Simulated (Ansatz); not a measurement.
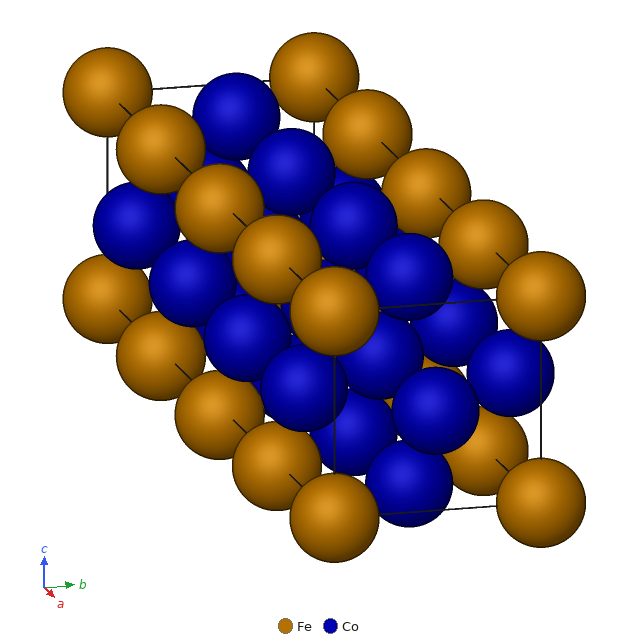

A spheres-only picture of a crystal structure, seen slightly off an axis. Atoms at the boundary of the unit cell (the box) are drawn once for each face, edge or corner they touch.

Give a description of the structure.

The stoichiometry is FeCo3. No symmetry beyond translations is left (P1). It is a distorted form of a primitive cubic structure, space group Pm-3m (No. 221) within 0.25 Å: Cu₃Au (L1₂) type. Cell content 4 Fe, 12 Co; Z = 4. The neighbours of Fe are twelve Co in a distorted cuboctahedral arrangement. Co is surrounded by eight Co and four Fe in a distorted cuboctahedral arrangement.

The initial geometry was a structure listed in the Materials Project. Earlier steps of the study, as a rule a relaxation of our own, may have changed the cell and positions, so they can lie some per cent off the listed ones. It was set up as input for a calculation with Ansatz.
